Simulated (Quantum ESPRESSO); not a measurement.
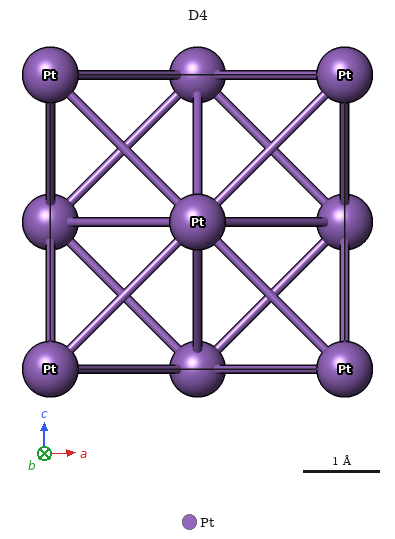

A crystal of Pt (set up in Fm-3m), relaxed (cell and atoms) with several dispersion corrections. The picture shows the result with D4. The picture is a ball-and-stick view of the conventional cell (4 times the calculation's cell), seen along the b axis. Lengths and directions refer to the drawn axes.

Computed with Quantum ESPRESSO 7.5: PBEsol, GBRV 1.5 PBEsol. Settings: plane-wave cutoff 612.3 eV; k-point mesh 12 × 12 × 12; occupations fermi-dirac; smearing width 0.05 eV; optimiser LBFGS; no spin polarisation.

| dispersion correction | volume (Å³/atom) | a (Å) |
| --- | --- | --- |
| D4 | 14.767 | 3.895 |
| D3 | ? | ? |
| none | 14.986 | 3.914 |
| D3(BJ) | 14.703 | 3.889 |

One row is withheld. What does the calculation give there?

Answer. With D3 the volume falls between D3(BJ) (14.703) and D4 (14.767). The calculation gives 14.706 Å³/atom (a = 3.889 Å). In order of volume: D3(BJ) ≈ D3 < D4 < none; the spread is 1.9 %.

Each member starts from this one structure; whether another phase lies lower wasn't checked.
